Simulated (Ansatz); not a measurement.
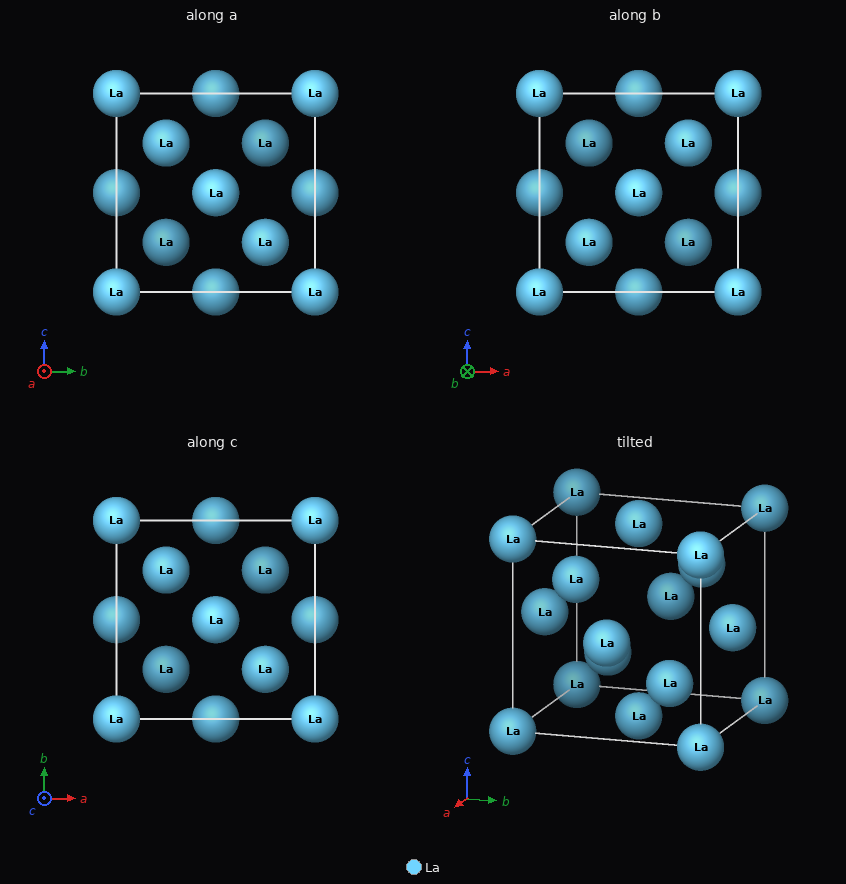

View along the a axis, along the b axis, along the c axis and slightly off an axis, drawn as a spheres-only model. The parallelepiped is the conventional unit cell.

Lattice parameters: a = 6.9309 Å, b = 6.9309 Å, c = 6.9309 Å, α = 90.000°, β = 90.000°, γ = 90.000°.

Express the structure as a CIF in P1 with every atom of the cell.

Answer.
```cif
data_structure
_symmetry_space_group_name_H-M 'P 1'
_symmetry_Int_Tables_number 1
_cell_length_a 6.9309
_cell_length_b 6.9309
_cell_length_c 6.9309
_cell_angle_alpha 90.000
_cell_angle_beta 90.000
_cell_angle_gamma 90.000
_cell_volume 332.94
loop_
_atom_site_label
_atom_site_type_symbol
_atom_site_fract_x
_atom_site_fract_y
_atom_site_fract_z
_atom_site_occupancy
La1 La 0.7500 0.7500 0.2500 1
La2 La 0.0000 0.5000 0.5000 1
La3 La 0.7500 0.2500 0.7500 1
La4 La 0.0000 0.0000 0.0000 1
La5 La 0.2500 0.7500 0.7500 1
La6 La 0.5000 0.5000 0.0000 1
La7 La 0.2500 0.2500 0.2500 1
La8 La 0.5000 0.0000 0.5000 1
```

The model was built from a structure type filled with this element by a generator (whether the element takes this form wasn't checked). Earlier steps of the study may have refined or changed the cell and positions. It was the input of a calculation with Ansatz.
